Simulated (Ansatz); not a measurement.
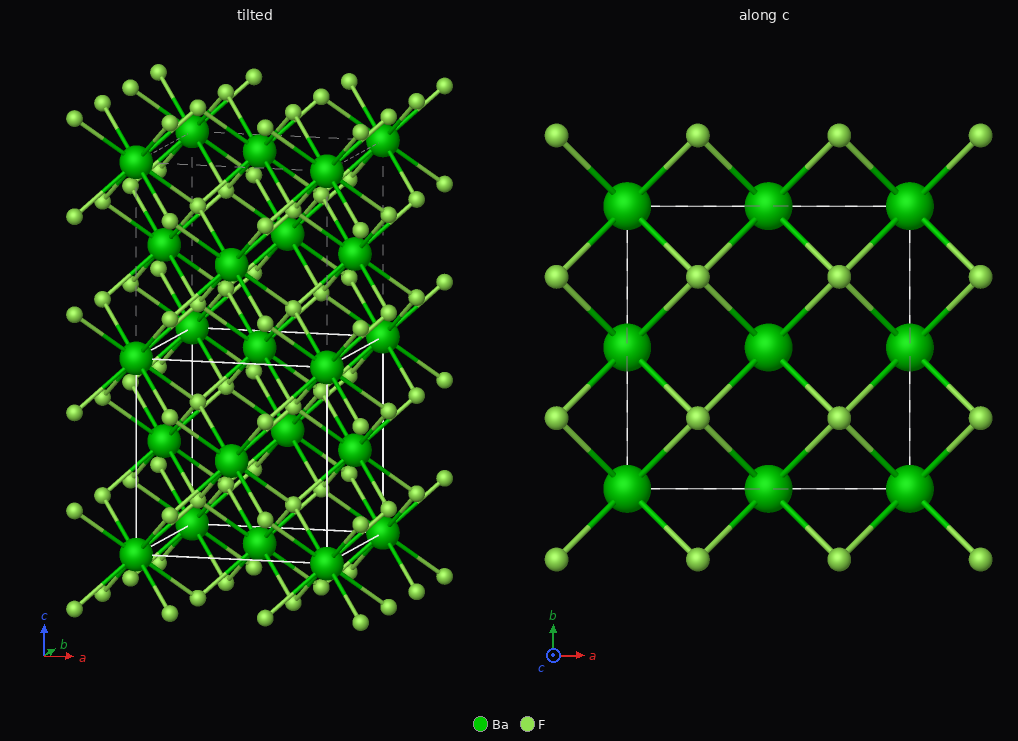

The figure gives a ball-and-stick picture of the atoms, viewed slightly off an axis and along the c axis. The structure is repeated 1×1×2 times; solid lines mark one conventional unit cell. A few atoms beyond the faces are included.

BaF₂, space group Fm-3m (No. 225), a = 5.95 Å, b = 5.95 Å, c = 5.95 Å, α = 90.00°, β = 90.00°, γ = 90.00°.

Method used: DFT, r2SCAN, plane waves, PAW (Ansatz 0.2.0). It ran with plane-wave cutoff 500 eV, k-points about 0.23 Å⁻¹ apart, no spin polarisation.

**What does the calculation say: metal or gapped?**

An insulator at this level, with a gap of 7.92 eV, indirect; the smallest direct gap is 8.13 eV.

**Under what pressure is the structure?**

The computed pressure is 10.0 GPa (compressed: it would expand).

The cell started as a structure type filled with these elements by a generator (whether the compound takes this form wasn't checked). The cell was then strained or its atoms displaced on purpose. An electronic-structure calculation with Ansatz was run on it.

At this level of theory the run's own cell isn't at rest (compressed, at 10 GPa), so its distances can differ from those at equilibrium, the more so the softer the solid.
